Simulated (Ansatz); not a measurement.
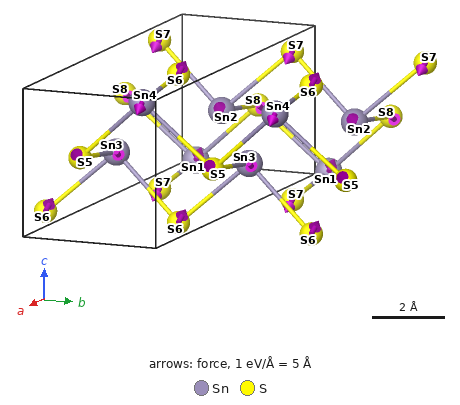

Starting geometry of crystalline SnS (set up in Pnma) with the computed forces as purple arrows. The picture is a ball-and-stick view of the cell of the calculation, repeated 1 × 2 × 1 with one cell outlined, seen slightly off an axis.

Method: DFT, PBE, plane-wave PAW, default files, scalar-relativistic in Ansatz. (plane-wave cutoff 420 eV; k-point mesh 4 × 11 × 10; occupations fermi dirac; smearing width 0.02 eV; no spin polarisation; atoms relaxed in a fixed cell; force threshold 0.02 eV/Å; at most 60 steps)

What follows when this structure is relaxed?

Answer. It isn't relaxed: the largest force vector, on S atoms, is 0.12 eV/Å. The final displacements follow the starting forces only in part (cosine between the two patterns 0.62). After 3 geometry steps the energy has fallen by 1.1 meV per atom. The largest force component goes from 0.1 to 0.013 eV/Å. The largest moves, 0.046 Å, are those of Sn1, Sn2, Sn3 and Sn4. Sn1 goes roughly along [−1 0 3]. Largest moves by element: Sn 0.046 Å, S 0.014 Å. The cell doesn't change. Some distances before and after: Sn1–S7 2.609 → 2.643 Å, Sn1–S8 2.723 → 2.702 Å. The space group stays Pnma (No. 62). The run took 2.2 min on 1 thread of Intel(R) Xeon(R) Platinum 8488C (Sapphire Rapids), on a shared host, peak memory 1.1 GiB.
